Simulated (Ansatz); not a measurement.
Given this structure:

```
Ni
1.0
     2.28757    0.00000    0.00000
    -1.14379    1.98109    0.00000
     0.00000    0.00000    6.14377
Ni
3
Cartesian
  0.0000 0.0000 0.0000
  1.1438 0.6604 2.0479
  0.0000 1.3207 4.0958
```

Question: Summarise the structure in words.

Answer: The element is nickel. It is rhombohedral (trigonal R), space group R-3m (No. 166). The cell holds three atoms. Each Ni atom is coordinated by twelve Ni in a distorted cuboctahedral arrangement at 2.29 to 2.44 Å. The bonds build a three-dimensional framework.

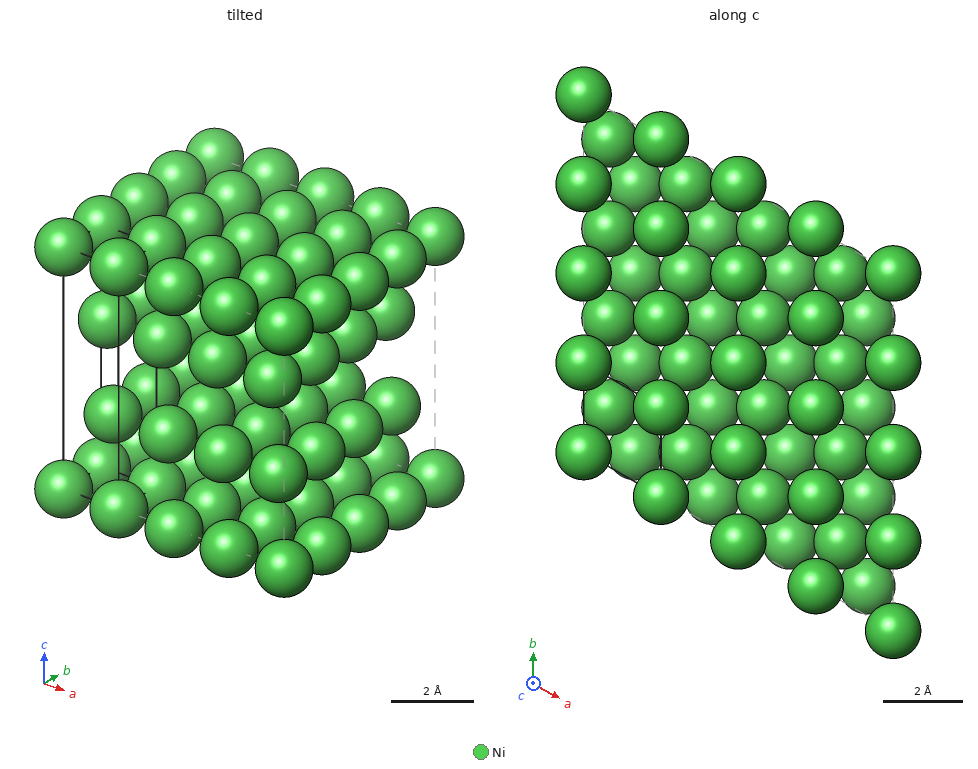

Spheres-only drawing of the structure, looking slightly off an axis and along the c axis. Shown are 4×4×1 repeats of the conventional unit cell, one of them outlined in solid lines. Colours: nickel green.

The structure comes from a structure listed in the Materials Project. The cell was then strained or its atoms displaced on purpose. It was run through Ansatz as a DFT input.

At this level of theory the cell isn't at rest (compressed, at 27 GPa), so its distances can differ from those at equilibrium, the more so the softer the solid.
